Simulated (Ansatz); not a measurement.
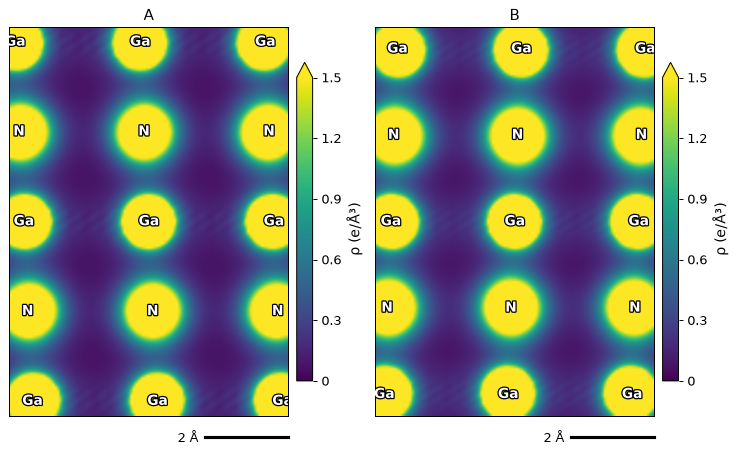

GaN. The valence charge density (pseudo) of two cells that differ in size and shape, on the (101̄) plane of each (indices in the axes of the calculation cell), at one length scale and on one colour scale: A has 10.0 Å³ an atom and B 8.9.

Space group R-3m; started from the rocksalt prototype, which need not be the ambient phase.

Computed with DFT, r2SCAN with spin-orbit coupling, plane waves, PAW in Ansatz 0.2.0.

Q: What changes from the larger cell to the smaller?

A: From the larger cell to the smaller, Ga–N goes from 2.16 to 2.07 Å, and the density at its midpoint from 0.48 to 0.56 e/Å³; the pressure goes from −14 to 14 GPa; the Kohn–Sham gap goes from 0.53 eV to 1.4 eV.
